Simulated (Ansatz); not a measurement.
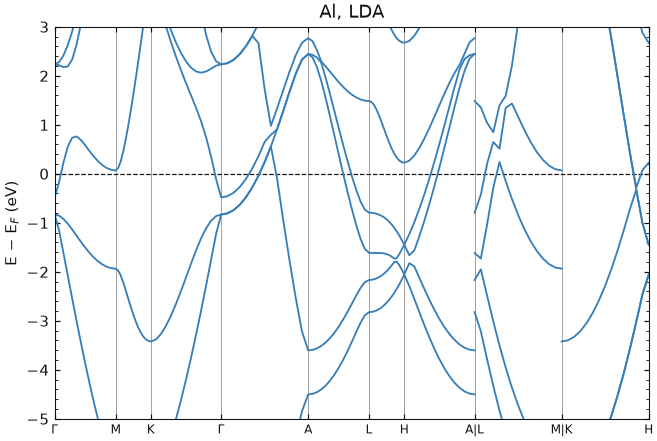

Band structure of Al, space group P6/mmm (No. 191), 2 atoms in the cell (a = 4.492 Å, c = 2.723 Å (hexagonal axes)). Ansatz 0.2.0; LDA, Ansatz PAW, no spin polarisation, no spin-orbit coupling, 7×7×10 k mesh, 420 eV cutoff, Fermi-Dirac smearing of 0.05 eV. Energies are counted from the Fermi level.

A metal: bands cross the Fermi level along this path. At Γ the nearest levels lie 0.48 eV below and 2.23 eV above the Fermi level.

The PAW data sets were made with another functional. The cell was built by a generator and needn't be a form met in nature. Bands are joined in order of energy, so crossings between the computed points show as kinks or gaps.
